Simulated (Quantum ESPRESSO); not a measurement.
**CsSnI₃: 7 runs along one coordinate**

System: CsSnI₃ (5 atoms in the cell).
Method: Kohn-Sham DFT of a periodic cell, LDA, GBRV 1.5 LDA, no spin polarisation (Quantum ESPRESSO 7.5).

The 7 runs differ only in the geometry, by an even scaling of the cell at fixed fractional positions. The structure derives from an entry of the Crystallography Open Database.

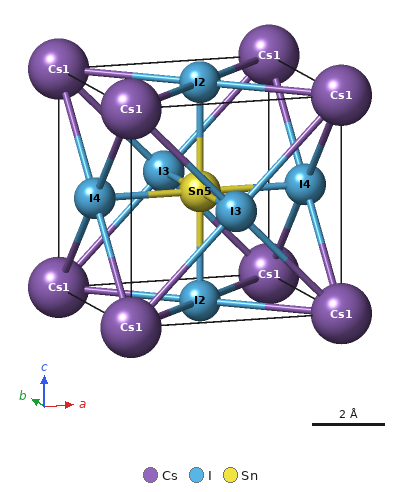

Figure 1. The structure of run 4 (ball-and-stick view of the cell of the calculation, seen slightly off an axis; atoms are numbered from 1 in the order of the input).

**Input of run 4**
```
&CONTROL
  calculation = 'scf'
  prefix = 'pwscf'
  outdir = './tmp'
  pseudo_dir = './pseudo'
  tstress = .true.
  disk_io = 'nowf'
/
&SYSTEM
  ibrav = 0
  nat = 5
  ntyp = 3
  ecutwfc = 68
  ecutrho = 544
  nbnd = 31
  occupations = 'smearing'
  smearing = 'fd'
  degauss = 0.00367493
/
&ELECTRONS
  conv_thr = 1d-09
  electron_maxstep = 120
  mixing_beta = 0.5
/
ATOMIC_SPECIES
Cs   132.9055 cs_lda_v1.uspp.F.UPF
I    126.9045 i_lda_v1.uspp.F.UPF
Sn   118.7100 sn_lda_v1.4.uspp.F.UPF
CELL_PARAMETERS angstrom
   6.2057000000    0.0000000000    0.0000000000
   0.0000000000    6.2057000000    0.0000000000
   0.0000000000    0.0000000000    6.2057000000
ATOMIC_POSITIONS crystal
Cs     0.0000000000    0.0000000000    0.0000000000
I      0.5000000000    0.5000000000    0.0000000000
I      0.5000000000    0.0000000000    0.5000000000
I      0.0000000000    0.5000000000    0.5000000000
Sn     0.5000000000    0.5000000000    0.5000000000
K_POINTS automatic
5 5 5 0 0 0
```

Command:
```bash
OMP_NUM_THREADS=1 mpirun -n 2 pw.x -nk 2 -in pw.in > pw.out
```

Lattice vectors (Å) and fractional positions of run 4:
```
   6.205700    0.000000    0.000000
   0.000000    6.205700    0.000000
   0.000000    0.000000    6.205700
Cs  0.000000  0.000000  0.000000
I   0.500000  0.500000  0.000000
I   0.500000  0.000000  0.500000
I   0.000000  0.500000  0.500000
Sn  0.500000  0.500000  0.500000
```

Run 6 differs from it as follows:
```diff
-   6.2057000000    0.0000000000    0.0000000000
-   0.0000000000    6.2057000000    0.0000000000
-   0.0000000000    0.0000000000    6.2057000000
+   6.2873633123    0.0000000000    0.0000000000
+   0.0000000000    6.2873633123    0.0000000000
+   0.0000000000    0.0000000000    6.2873633123
```

**Results, with one run withheld**

```csv
run,volume per atom (Å³),"free energy per atom, from the lowest run given (meV)",pressure (GPa),gap on the mesh (eV)
1,44.929,0.00,−0.64,1.69
2,45.885,4.73,−1.01,1.71
3,46.841,11.50,−1.33,1.72
4,47.797,20.13,−1.62,1.74
5,48.753,30.31,−1.87,1.76
6,49.709,?,?,?
7,50.665,54.80,−2.29,1.79
```

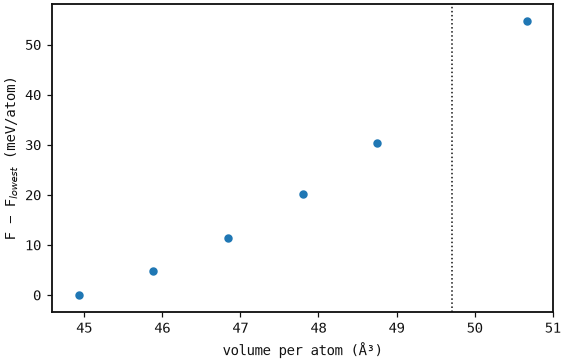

Figure 2. Free energy per atom of the runs given; the dotted line marks run 6.

What should run 6 give?

A cubic polynomial in V^(−2/3) (the Birch–Murnaghan form), fitted to the 6 runs given, misses them by at most 0.02 meV per atom. With x = V^(−2/3) − 0.07633 Å⁻², it reads F = 16.514 − 8566.9 x + 9.3948e+05 x² + 4.2131e+06 x³ (meV per atom). At run 6 it gives 41.94 meV per atom, and the run itself gives 41.95. The slope of the fit gives a pressure −dF/dV of −2.06 GPa there, and the run prints −2.09 GPa. The fit has no minimum inside this range. The gap on the mesh goes, without turning, from 1.69 eV in run 1 to 1.79 eV in run 7; run 6 has 1.77 eV. These are gaps of this functional on this mesh, which can miss the band edges; they aren't the measured gap.

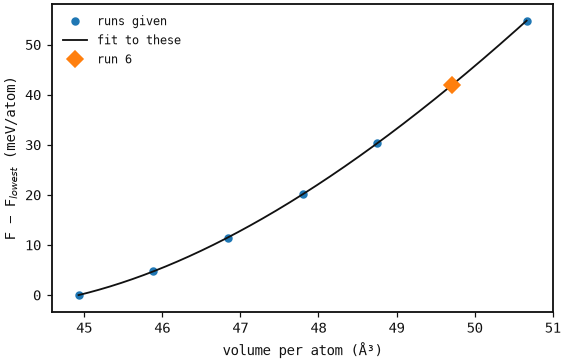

Figure 3. The fit and the withheld run.

**Some lines of the output (run 6)**
```
[...]
     unit-cell volume          =    1677.2673 (a.u.)^3
     number of k points=    10  Fermi-Dirac smearing, width (Ry)=  0.0037
     total energy              =    -416.29944290 Ry
     total energy              =    -416.33499037 Ry
     total energy              =    -416.33646508 Ry
     total energy              =    -416.33655398 Ry
     total energy              =    -416.33658250 Ry
     total energy              =    -416.33659072 Ry
     total energy              =    -416.33659082 Ry
     the Fermi energy is     3.4019 ev
!    total energy              =    -416.33659084 Ry
     The total energy is F=E-TS. E is the sum of the following terms:
     Computing stress (Cartesian axis) and pressure
          total   stress  (Ry/bohr**3)                   (kbar)     P=      -20.91
```
